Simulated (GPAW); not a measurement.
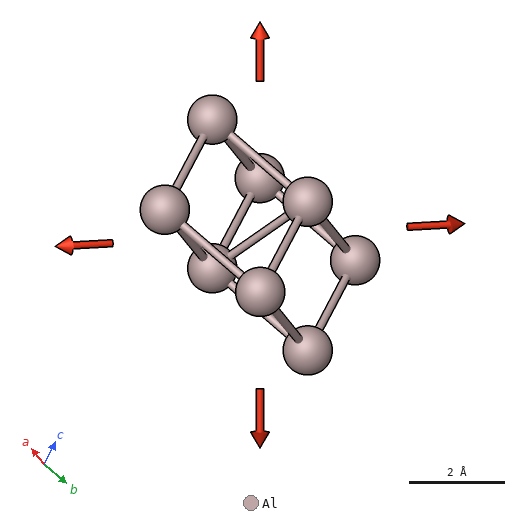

Al, body-centred cubic (W type), space group Im-3m (No. 229). The run's cell of 1 atom is drawn unstrained, with atoms on its boundary repeated; the arrows mark the Cartesian directions x and y, along which it is stretched or compressed while the other dimension is held. The atoms keep their fractional positions. The cell is a structure listed in the Materials Project. This isn't the form of Al at room conditions, which is fcc.

Alike in all runs: GPAW 26.7.0; functional PBEsol; potentials PAW data sets generated in the run's folder for this functional; cutoff 600 eV; k mesh 12 × 12 × 12 on the run's cell of 1 atom; occupations fermi-dirac, width 0.05 eV; no spin polarisation; no spin-orbit coupling. Stress is positive in compression, averaged over the directions named.

| strain (%) | ΔE (meV/atom) | stress along x/y (GPa) | stress across, z (GPa) |
| --- | --- | --- | --- |
| −4 | 44.5 | 9.38 | 12.07 |
| −2 | 16.0 | 5.65 | 6.61 |
| −1 | 6.5 | 4.03 | 4.36 |
| 0 | 0.0 | 2.44 | 2.44 |
| +1 | -3.2 | 0.69 | 1.13 |
| +2 | ? | ? | ? |
| +4 | 7.8 | -3.51 | -2.57 |

Q: How stiff is the crystal along the strain, and what belongs in the row left out?

A: The slope at zero strain is -161 GPa per unit strain, so the clamped-ion biaxial stiffness at fixed height (C11 + C12 in these axes where the plane is isotropic) is about 160 GPa. The fit puts the stress at +2 % at -0.73 GPa. The run gave -1.01 GPa along, 0.12 GPa across and ΔE = -2.8 meV/atom.

Q: At which strain does the stress along the strained direction vanish?

A: Near +1.5 %: the cell as given is compressed along it at this level of theory (2.4 GPa), so the energy is least there and not at zero.

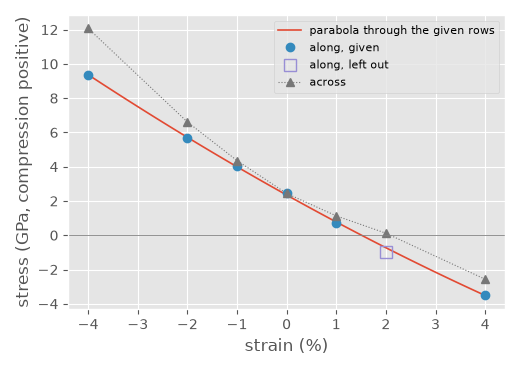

Stress against strain.

Caveat: the density grid can change from cell to cell, which puts small steps into energies and stress.
